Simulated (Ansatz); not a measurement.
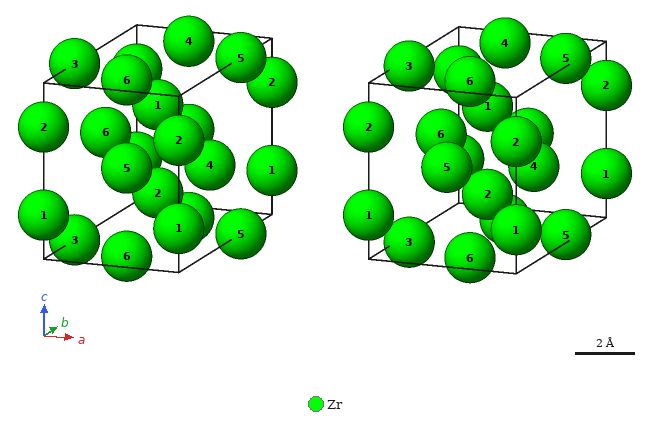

Two geometries of a crystal of Zr (set up in Ibam), drawn at one scale. One is the start of a relaxation, the other its converged end. Style: spheres-only. Shown: the conventional cell (2 times the calculation's cell), slightly off an axis. Lengths and directions refer to the drawn axes.

The calculation used Ansatz 0.2.0, DFT PBE+D3(BJ), scalar-relativistic, plane waves, PAW. Set-up: plane-wave cutoff 420 eV; k-point mesh 10 × 10 × 10; occupations gaussian; smearing width 0.1 eV; no spin polarisation; cell and atoms relaxed; force threshold 0.005 eV/Å; at most 80 steps.

Question: Which of the two is the end point?

Answer: The left one is the relaxed one. Over 9 accepted moves (11 points after the start) the energy falls by 36.1 meV per atom. Largest force component: 0.027 eV/Å at the start, 0.00038 eV/Å at the end. The pressure goes from −3.79 to 0.00 GPa. The line search rejected the trial step at point 1 of the run. The SCF was repeated once at an unchanged geometry on a basis and grid sized afresh for the cell, which shifted the energy by 0.1 meV per atom at most. The largest moves relative to the cell, 0.40 Å, are those of Zr3, Zr4, Zr5 and Zr6. Zr4 goes roughly along +a. The volume changes by −5.4 %, with a 5.431 → 4.973 Å (−8.4 %), b 8.336 → 8.614 Å (+3.3 %), c 6.214 → 6.215 Å (0.0 %). Some distances before and after: Zr1–Zr3 3.803 → 3.264 Å, Zr3–Zr5 3.076 → 2.871 Å, Zr1–Zr3 (another image) 3.136 → 3.265 Å, Zr3–Zr4 3.221 → 3.108 Å. The space group (tolerance 0.01 Å) goes from Ibam (No. 72) to P6/mmm (No. 191). The run took of the order of 14 core-minutes on a shared host.
